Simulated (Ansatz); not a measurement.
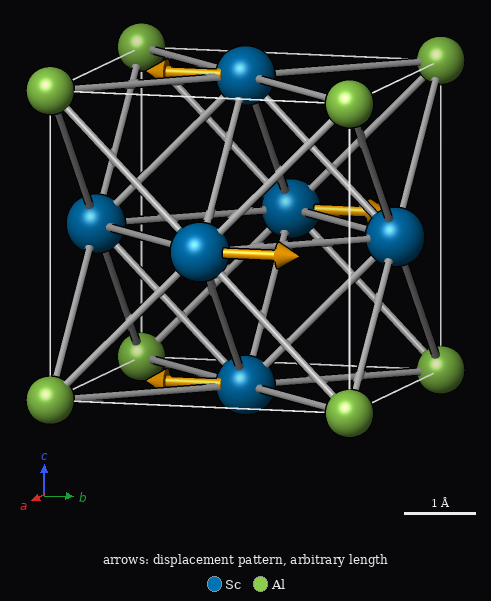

The lowest optical mode of a crystal of Sc3Al, space group Pm-3m (No. 221), at the zone centre. Displacements are drawn as orange arrows; their common scale and sign are arbitrary. The picture is a ball-and-stick view of the cell of the calculation, seen slightly off an axis.

All numbers below come from DFT r2SCAN, scalar-relativistic, plane waves, PAW in Ansatz. (plane-wave cutoff 500 eV; k-point mesh 12 × 12 × 12; occupations gaussian; smearing width 0.15 eV; no spin polarisation)

Is the structure stable against all modes at this point?

Answer. Yes: this softest mode has a real frequency, and so have all others here. That speaks for this wave vector alone: the rest of the zone wasn't checked in this run. This is the T₂u mode (triply degenerate; one member of the set is drawn) at 190 cm⁻¹, the lowest optical level, silent by symmetry (neither infrared- nor Raman-active). The Al atoms stay at rest; all motion is along b; atoms of one kind move against one another, with no net shift of their sublattice.
